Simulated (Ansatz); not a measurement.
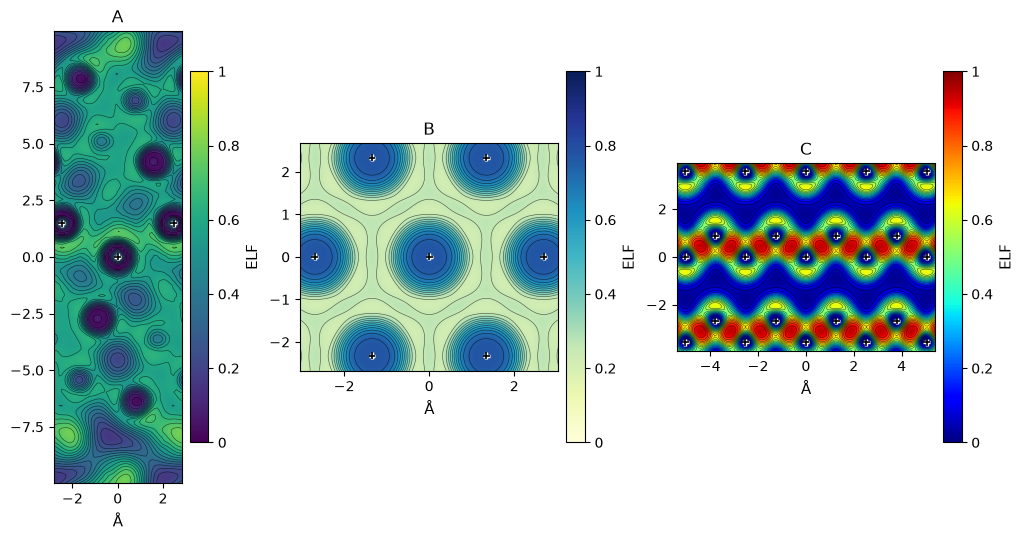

The ELF of 3 systems, each on a plane through atoms (crosses mark nuclei in the plane).

These are results of Ansatz, DFT PBE, scalar-relativistic, plane waves, PAW, not measurements.

System 1: Al (interface cell), the (100) plane of the calculation cell. 

```cif
data_structure
_symmetry_space_group_name_H-M 'P 1'
_symmetry_Int_Tables_number 1
_cell_length_a 4.0415
_cell_length_b 4.9498
_cell_length_c 19.2710
_cell_angle_alpha 90.000
_cell_angle_beta 90.000
_cell_angle_gamma 114.095
_cell_volume 351.91
loop_
_atom_site_label
_atom_site_type_symbol
_atom_site_fract_x
_atom_site_fract_y
_atom_site_fract_z
_atom_site_occupancy
Al1 Al 0.39487 0.80029 0.08235 1
Al2 Al 0.19777 0.39768 0.26844 1
Al3 Al 0.71845 0.40329 0.03434 1
Al4 Al 0.50223 0.00232 0.22340 1
Al5 Al 0.90082 0.79704 0.31618 1
Al6 Al 0.79918 0.60296 0.17566 1
Al7 Al 0.59296 0.20017 0.36628 1
Al8 Al 0.10704 0.19983 0.12556 1
Al9 Al 0.30513 0.59971 0.40949 1
Al10 Al 0.98155 0.99671 0.45750 1
Al11 Al 0.39487 0.30029 0.90949 1
Al12 Al 0.19777 0.89768 0.72340 1
Al13 Al 0.71845 0.90329 0.95750 1
Al14 Al 0.50223 0.50232 0.76844 1
Al15 Al 0.90082 0.29704 0.67566 1
Al16 Al 0.79918 0.10296 0.81618 1
Al17 Al 0.59296 0.70017 0.62556 1
Al18 Al 0.10704 0.69983 0.86628 1
Al19 Al 0.30513 0.09971 0.58235 1
Al20 Al 0.98155 0.49671 0.53434 1
```

System 2: Rh, the (001) plane of the calculation cell. Space group Fm-3m; computed pressure about 6 GPa in this cell; computed without spin polarisation.

System 3: C, the (11̄0) plane of the calculation cell. Space group Fd-3m.

### Which map belongs to which system?

Panel A is system 1, Al: the plane holds Al. Panel B is system 2, Rh: the plane holds Rh. Rh–Rh (2.69 Å): the ELF is about 0.25 at the midpoint (no localised pair shows between them). Panel C is system 3, C: the plane holds C. C–C (1.55 Å): the ELF peaks at about 0.95 between the atoms (a shared electron pair).
